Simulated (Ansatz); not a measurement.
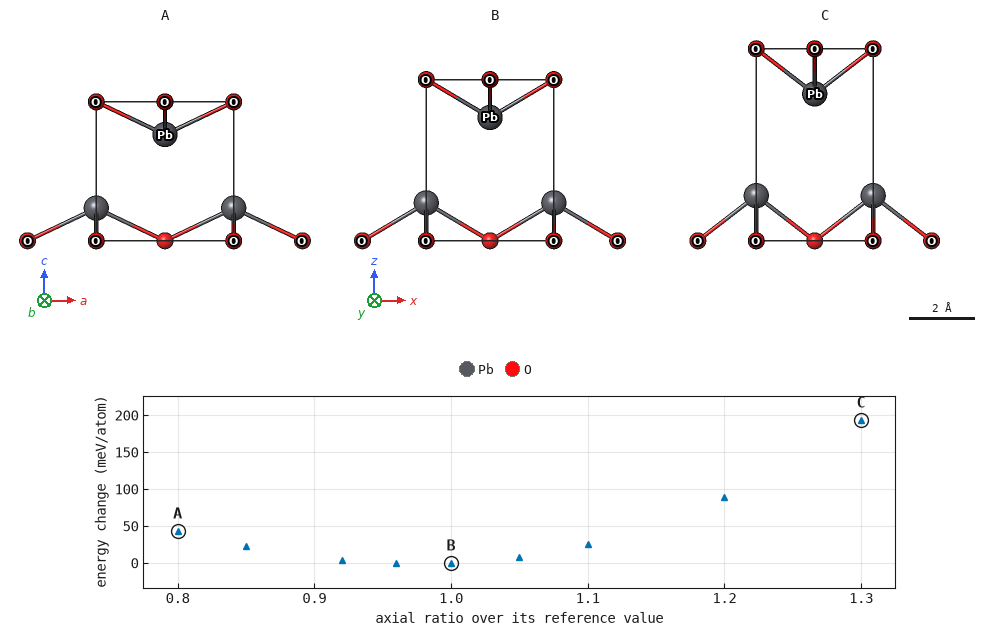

Energy scan for a crystal of PbO (P4/nmm), in which the ratio of the cell's length along z to its lengths across, counted as 1 for the reference, is changed at fixed volume (a c/a path), with the atoms kept at their fractional coordinates. x, y and z are the Cartesian axes of the input. The lettered frames are marked on the plot. A ball-and-stick model of the cell of the calculation, seen along the b axis.

The calculation used DFT PBE+D3(BJ), scalar-relativistic, plane waves, PAW (Ansatz). (plane-wave cutoff 420 eV; k-point mesh 8 × 8 × 6; occupations gaussian; smearing width 0.05 eV; no spin polarisation). Energies (free energies at the smearing named) are counted from the cell as listed in its source, which wasn't relaxed.

### What does the scan show?

Of the computed points the lowest is at the relative ratio 0.96, −0.5 meV/atom. The unrelaxed reference is under a pressure of 2.9 GPa. The distortion keeps the space group P4/nmm. At the relative ratio 1.30 the cell of the drawing goes a 3.974 → 3.642 Å, b 3.974 → 3.642 Å, c 5.022 → 5.982 Å.
